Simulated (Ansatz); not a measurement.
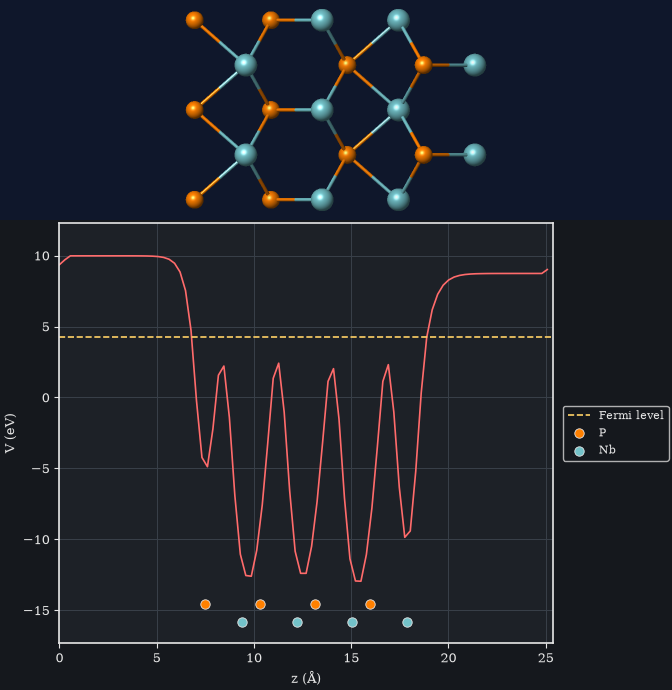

Plane-averaged electrostatic potential energy of an electron across the slab; circles at the bottom mark the heights of the atoms. The structure is drawn too.

Structure: a (001) slab cut from NbP (I4_1md), ended by Nb above and P below, 8 atoms in the cell.

Ansatz 0.2.0; DFT PBEsol, scalar-relativistic, plane waves, PAW, no spin polarisation, 1×10×1 k mesh, 420 eV cutoff.

**What is the work function?**

The work function is 4.48 eV at the right face and 5.72 eV at the left.

**Do the two faces differ, and what does that say about the slab's dipole?**

The vacuum level is 1.24 eV higher at the left than at the right, so the slab carries a dipole along its normal; the ramp in the vacuum, at or near the edge of the plot, is the dipole correction that keeps each side flat.

The atoms aren't at rest in this cell (largest force 2.3 eV/Å), so the relaxed material can differ.
